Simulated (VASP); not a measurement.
Consider Cu.

```
Cu
1.0
     4.04769    0.00000    0.00000
    -2.02384    3.50540    0.00000
     0.00000    0.00000    2.43161
Cu
3
Direct
  0.00000 0.00000 0.00000
  0.33333 0.66667 0.50000
  0.66667 0.33333 0.50000
```

Space group P6/mmm; a generated structure, not necessarily the stable one; changed on purpose from its base cell (volume × 0.92); computed pressure about 13 GPa in this cell.

The calculation used Kohn-Sham DFT of a periodic cell, revPBE, VASP PAW PBE potentials, recommended (VASP 6.6.1).

### What will maps of the valence pseudo-density and electron localisation function show?

Cu–Cu (2.34 Å): the density is about 0.37 e/Å³ at the midpoint; the ELF is about 0.25 at the midpoint: no shared electron pair shows on this line.

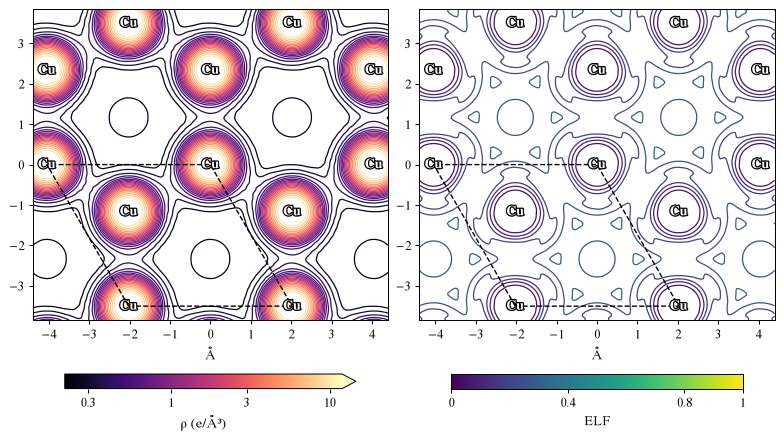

Computed valence pseudo-density and electron localisation function on the (001) plane of the conventional cell, in this order. 

In a PAW calculation such maps are meaningful between the atoms, not at the nuclei.
